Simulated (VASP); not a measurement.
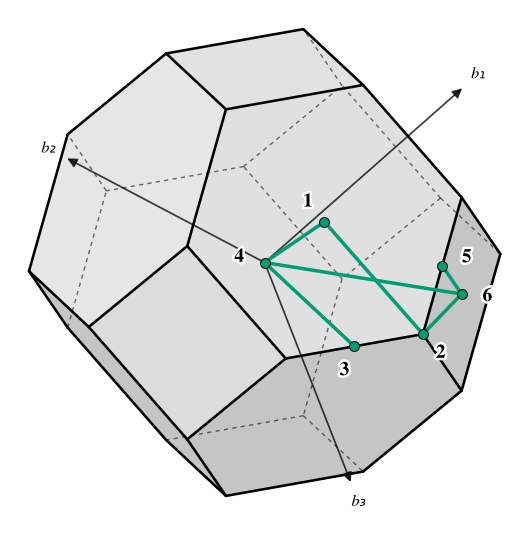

For InAs, coordinates from a relaxation with VASP, VASP Kohn-Sham DFT of a periodic cell, PBE0, VASP PAW PBE potentials, recommended: the first Brillouin zone of a face-centred cubic lattice (cF; extended symbol cF2) is drawn with its special points numbered. All values are computed from the atomic coordinates in the standard setting (tolerance 0.002 Å).

a = 6.100 Å, b = 6.100 Å, c = 6.100 Å, α = 90.00°, β = 90.00°, γ = 90.00°.

Labels and path follow the convention of Hinuma et al. (2017), as computed by seekpath; the arrows show the directions of the reciprocal primitive vectors b₁, b₂, b₃, in which coordinates are given.

Question: Give the label and coordinates of each numbered point.

Answer:
| no. | label | coordinates |
| --- | --- | --- |
| 1 | L | (1/2, 1/2, 1/2) |
| 2 | W | (1/2, 1/4, 3/4) |
| 3 | K | (3/8, 3/8, 3/4) |
| 4 | Γ | (0, 0, 0) |
| 5 | U | (5/8, 1/4, 5/8) |
| 6 | X | (1/2, 0, 1/2) |
